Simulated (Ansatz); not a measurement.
## Run report: Ta₂N, single-point calculation (part 2 of 2)

Continued. System: Ta₂N (54 atoms in the cell). Method: DFT PBE, scalar-relativistic, plane waves, PAW, no spin polarisation (Ansatz 0.2.0); cutoff 420 eV, 3×3×1 k-mesh, Gaussian smearing of 0.05 eV. The structure derives from a Materials Project entry.

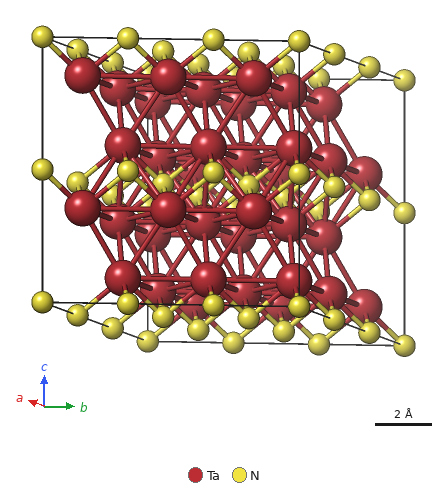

The structure as given in the input (ball-and-stick view of the cell of the calculation, seen at an oblique angle). An atom can appear more than once, as a periodic image.

Output, continued
```
--- Forces (eV/Å), atoms counted from 1 ---
  atom   1  Ta     0.00000000     0.00000000    -0.10184042
  atom   2  Ta     0.00000000     0.00000000    -0.10184042
  atom   3  Ta     0.00000000     0.00000000    -0.10184042
  atom   4  Ta     0.00000000     0.00000000    -0.10184042
  atom   5  Ta     0.00000000     0.00000000    -0.10184042
  atom   6  Ta     0.00000000     0.00000000    -0.10184042
  atom   7  Ta     0.00000000     0.00000000    -0.10184042
  atom   8  Ta     0.00000000     0.00000000    -0.10184042
  atom   9  Ta     0.00000000     0.00000000    -0.10184042
  atom  10  Ta     0.00000000     0.00000000    -0.10184042
  atom  11  Ta     0.00000000     0.00000000    -0.10184042
  atom  12  Ta     0.00000000     0.00000000    -0.10184042
  atom  13  Ta     0.00000000     0.00000000    -0.10184042
  atom  14  Ta     0.00000000     0.00000000    -0.10184042
  atom  15  Ta     0.00000000     0.00000000    -0.10184042
  atom  16  Ta     0.00000000     0.00000000    -0.10184042
  atom  17  Ta     0.00000000     0.00000000    -0.10184042
  atom  18  Ta     0.00000000     0.00000000    -0.10184042
  atom  19  Ta    -0.00000000    -0.00000000     0.10184042
  atom  20  Ta    -0.00000000    -0.00000000     0.10184042
  atom  21  Ta    -0.00000000    -0.00000000     0.10184042
  atom  22  Ta    -0.00000000    -0.00000000     0.10184042
  atom  23  Ta    -0.00000000    -0.00000000     0.10184042
  atom  24  Ta    -0.00000000    -0.00000000     0.10184042
  atom  25  Ta    -0.00000000    -0.00000000     0.10184042
  atom  26  Ta    -0.00000000    -0.00000000     0.10184042
  atom  27  Ta    -0.00000000    -0.00000000     0.10184042
  atom  28  Ta    -0.00000000    -0.00000000     0.10184042
  atom  29  Ta    -0.00000000    -0.00000000     0.10184042
  atom  30  Ta    -0.00000000    -0.00000000     0.10184042
  atom  31  Ta    -0.00000000    -0.00000000     0.10184042
  atom  32  Ta    -0.00000000    -0.00000000     0.10184042
  atom  33  Ta    -0.00000000    -0.00000000     0.10184042
  atom  34  Ta    -0.00000000    -0.00000000     0.10184042
  atom  35  Ta    -0.00000000    -0.00000000     0.10184042
  atom  36  Ta    -0.00000000    -0.00000000     0.10184042
  atom  37  N     -0.00000000    -0.00000000     0.00000000
  atom  38  N      0.00000000     0.00000000    -0.00000000
  atom  39  N      0.00000000    -0.00000000     0.00000000
  atom  40  N      0.00000000    -0.00000000     0.00000000
  atom  41  N      0.00000000    -0.00000000     0.00000000
  atom  42  N     -0.00000000     0.00000000     0.00000000
  atom  43  N      0.00000000     0.00000000     0.00000000
  atom  44  N     -0.00000000     0.00000000     0.00000000
  atom  45  N      0.00000000     0.00000000     0.00000000
  atom  46  N      0.00000000    -0.00000000     0.00000000
  atom  47  N     -0.00000000     0.00000000    -0.00000000
  atom  48  N     -0.00000000     0.00000000    -0.00000000
  atom  49  N      0.00000000    -0.00000000    -0.00000000
  atom  50  N      0.00000000     0.00000000     0.00000000
  atom  51  N      0.00000000    -0.00000000    -0.00000000
  atom  52  N      0.00000000    -0.00000000     0.00000000
  atom  53  N      0.00000000    -0.00000000    -0.00000000
  atom  54  N     -0.00000000     0.00000000     0.00000000
  max |Σ_I F_I| component: 2.78e-17 eV/Å
--- Band table (eV) ---
  k-point 0: bands = ["-49.0325", "-48.9971", "-48.9914", "-48.9898", "-48.9898", "-48.9898", "-48.9898", "-48.9898", "-48.9898", "-48.9693", ... 125 levels left out ..., "-15.2528", "-15.2528", "-15.2528", "-15.2528", "-15.2528", "-15.2528", "-15.2188", "-15.2188", "-15.1196", "2.1871", "2.4080", "2.8438", "2.8438", "2.8438", "2.8438", "2.8438", "2.8438", "2.8648", "2.8648", "2.8648", "2.8648", "2.8648", "2.8648", "3.0720", "3.0720", "3.1097", "3.1097", "10.5913", "11.2186",
      "11.3381", "11.3381", "11.3381", "11.3381", "11.3381", "11.3381", "11.5317", "11.5317", "11.5317", "11.5317", "11.5317", "11.5317", "11.9522", "11.9522", "11.9522", "11.9522", "12.2672", "12.2672", "12.2672", "12.2672", "12.7790", "12.7790", "12.7790", "12.7790", "12.7790", "12.7790", "12.8241", "12.8241", "12.8241", "12.8241", "12.8241", "12.8241", "13.2399", "13.2399", "13.3760", "13.3760", "13.3760", "13.3760", "13.3760", "13.3760",
      "13.3852", "13.3852", "13.4035", "13.4035", "13.5183", "13.5183", "13.5183", "13.5183", "13.5183", "13.5183", "13.5614", "13.5614", "14.6240", "15.5130", "15.5130", "15.5130", "15.5130", "15.5130", "15.5130", "16.1752", "16.1752", "16.1752", "16.1752", "16.1752", "16.1752", "16.2443", "16.2443", "16.6040", "16.6040", "16.6040", "16.6040", "16.6040", "16.6040", "16.7353", "16.8298", "16.8298", "16.8298", "16.8298", "16.8298", "16.8298",
      "16.8700", "16.8700", "16.8700", "16.8700", "16.9361", "17.1430", "17.1430", "17.6665", "17.6665", "17.6665", "17.6665", "17.7990", "17.7990", "17.7990", "17.7990", "17.7990", "17.7990", "17.8290", "17.8290", "17.8290", "17.8290", "17.8290", "17.8290", "18.4812", "18.4812", "18.9333", "19.3664", "19.3664", "19.7334", "19.7334", "19.7334", "19.7334", "19.7334", "19.7334", "19.8605", "19.8624", "19.8624", "20.1567", "20.1567", "20.1567",
      "20.1567", "20.1567", "20.1567", "20.2209", "20.2209", "20.3203", "20.3203", "20.3203", "20.3203", "20.3203", "20.3203", "20.3464", "20.3464", "20.3464", "20.3464", "20.7457", "20.7457", "20.8603", "20.8603", "20.8603", "20.8603", "21.2236", "21.2236", "21.2236", "21.2236", "21.2236", "21.2236", "21.3537", "21.4740", "21.6270", "21.6270", "21.6270", "21.6270", "21.6270", "21.6270", "21.8711", "21.8711", "21.9258", "21.9258", "21.9258",
      "21.9258", "21.9258", "21.9258", "21.9349", "21.9349", "21.9349", "21.9349", "21.9349", "21.9349", "22.0516", "22.0516"]
  k-point 1: bands = ["-49.0263", "-49.0101", "-48.9967", "-48.9967", "-48.9928", "-48.9874", "-48.9819", "-48.9781", "-48.9781", "-48.9774", ... 125 levels left out ..., "-15.2880", "-15.2880", "-15.2871", "-15.2438", "-15.2245", "-15.2236", "-15.2236", "-15.1783", "-15.1337", "2.3125", "2.4833", "2.5993", "2.6615", "2.7862", "2.7862", "2.7937", "2.7937", "2.9445", "2.9445", "2.9522", "2.9705", "2.9705", "2.9987", "3.0466", "3.0466", "3.0580", "3.0580", "10.9199", "11.1579",
      "11.1839", "11.3713", "11.3713", "11.4816", "11.4816", "11.5008", "11.5873", "11.5873", "11.6267", "11.6596", "11.6596", "11.7515", "11.7515", "11.8194", "11.9297", "11.9297", "12.2405", "12.4291", "12.4291", "12.5050", "12.5050", "12.5847", "12.6478", "12.6478", "12.7565", "12.7565", "12.7695", "12.9279", "12.9279", "12.9317", "13.0406", "13.0406", "13.0608", "13.0971", "13.1365", "13.1365", "13.1487", "13.1487", "13.1718", "13.1718",
      "13.2454", "13.2454", "13.2590", "13.2782", "13.2782", "13.3368", "13.3368", "13.4249", "13.4932", "13.5083", "13.5119", "13.5641", "15.1204", "15.3305", "15.5217", "15.5217", "15.8691", "15.9376", "15.9376", "15.9925", "15.9925", "16.0758", "16.2633", "16.2633", "16.3370", "16.5800", "16.5800", "16.5861", "16.6013", "16.6013", "16.7104", "16.7104", "16.7765", "16.7765", "16.9278", "16.9435", "16.9435", "16.9481", "16.9563", "16.9563",
      "16.9934", "17.0679", "17.0751", "17.1907", "17.1907", "17.1982", "17.1982", "17.2911", "17.2911", "17.5719", "17.5761", "17.5761", "17.6547", "17.6547", "17.6556", "17.6556", "17.7030", "17.7543", "17.7543", "17.8578", "17.8578", "17.9930", "17.9956", "18.0170", "18.1278", "18.7757", "18.8296", "18.8402", "18.8402", "18.9927", "18.9927", "19.3458", "19.3918", "19.3918", "19.5232", "19.5329", "19.5908", "19.5957", "19.7063", "19.8802",
      "19.8802", "20.2984", "20.3674", "20.3674", "20.3931", "20.4681", "20.5054", "20.5054", "20.6183", "20.6183", "20.6523", "20.6523", "20.6710", "20.7488", "20.7488", "20.8942", "20.9352", "20.9352", "20.9730", "20.9730", "21.0936", "21.2121", "21.2495", "21.2495", "21.2669", "21.2697", "21.3219", "21.3467", "21.4044", "21.4874", "21.4989", "21.4989", "21.5071", "21.6279", "21.6992", "21.6992", "21.7145", "21.7145", "21.8849", "21.8850",
      "21.9492", "21.9492", "21.9868", "22.2167", "22.2167", "22.2622", "22.2622", "22.2670", "22.2670", "22.3057", "22.3112"]
  k-point 2: bands = ["-49.0151", "-49.0151", "-49.0151", "-48.9852", "-48.9852", "-48.9852", "-48.9804", "-48.9804", "-48.9804", "-48.9796", ... 125 levels left out ..., "-15.2987", "-15.2987", "-15.2987", "-15.2540", "-15.2540", "-15.2540", "-15.1631", "-15.1631", "-15.1631", "2.5176", "2.5176", "2.5176", "2.6105", "2.6105", "2.6105", "2.9508", "2.9508", "2.9508", "2.9590", "2.9590", "2.9590", "3.0017", "3.0017", "3.0017", "3.0287", "3.0287", "3.0287", "11.2784", "11.2784",
      "11.2784", "11.3308", "11.3308", "11.3308", "11.4836", "11.4836", "11.4836", "11.5982", "11.5982", "11.5982", "11.9362", "11.9362", "11.9362", "11.9831", "11.9831", "11.9831", "12.1110", "12.1110", "12.1110", "12.4693", "12.4693", "12.4693", "12.7091", "12.7091", "12.7091", "13.0083", "13.0083", "13.0083", "13.0093", "13.0093", "13.0093", "13.0449", "13.0449", "13.0449", "13.0763", "13.0763", "13.0763", "13.0847", "13.0847", "13.0847",
      "13.1092", "13.1092", "13.1092", "13.1466", "13.1466", "13.1466", "13.3865", "13.3865", "13.3865", "13.5014", "13.5014", "13.5014", "15.3437", "15.3437", "15.3437", "15.8451", "15.8451", "15.8451", "16.1419", "16.1419", "16.1419", "16.2963", "16.2963", "16.2963", "16.3635", "16.3635", "16.3635", "16.6496", "16.6496", "16.6496", "16.7835", "16.7835", "16.7835", "16.8931", "16.8931", "16.8931", "17.0845", "17.0845", "17.0845", "17.1737",
      "17.1737", "17.1737", "17.2381", "17.2381", "17.2381", "17.2581", "17.2581", "17.2581", "17.3688", "17.3688", "17.3688", "17.4235", "17.4235", "17.4235", "17.5636", "17.5636", "17.5636", "17.8517", "17.8517", "17.8517", "17.9232", "17.9232", "17.9232", "18.2703", "18.2703", "18.2703", "18.4867", "18.4867", "18.4867", "19.1921", "19.1921", "19.1921", "19.2443", "19.2443", "19.2443", "19.3440", "19.3440", "19.3440", "19.8499", "19.8499",
      "19.8499", "19.9600", "19.9600", "19.9600", "20.3859", "20.3859", "20.3859", "20.5444", "20.5444", "20.5444", "20.6782", "20.6782", "20.6782", "21.0612", "21.0612", "21.0612", "21.1795", "21.1795", "21.1795", "21.2919", "21.2919", "21.2919", "21.3666", "21.3666", "21.3666", "21.3876", "21.3876", "21.3876", "21.4054", "21.4054", "21.4054", "21.5282", "21.5282", "21.5282", "21.6701", "21.6701", "21.6701", "21.8689", "21.8689", "21.8689",
      "22.1365", "22.1365", "22.1365", "22.2118", "22.2118", "22.2118", "22.2985", "22.2985", "22.2985", "22.4981", "22.4981"]
```

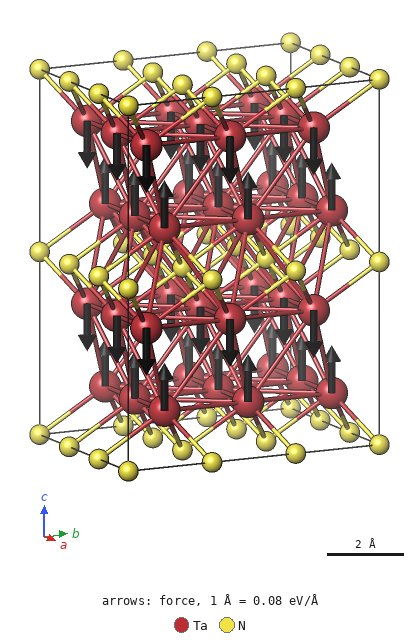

Forces on the atoms as black arrows (ball-and-stick view of the cell of the calculation, seen slightly off an axis). The largest act on all 36 Ta atoms (0.10 eV/Å). Atoms are counted from 1 in the order of the input and aren't labelled in the picture. 

Key numbers

```tsv
quantity	value
outcome	converged
space group (tolerance 0.01 Å)	P-3m1 (164)
electrons treated	558
free energy	−364517.0220 eV
Fermi energy	19.532 eV
gap on the k-point mesh	none (metallic)
largest force (length of the vector)	0.102 eV/Å
hardware	8 threads of Arm Neoverse N1, 98 GiB of memory available, shared host
wall time	13 s (CPU time 90 s)
peak memory	3.4 GiB
```

Remarks

The program warns: the structure was made exactly symmetric. Spin–orbit coupling is left out, which matters for Ta. The k-point mesh is coarse for a cell of this size, so the results may not be converged.
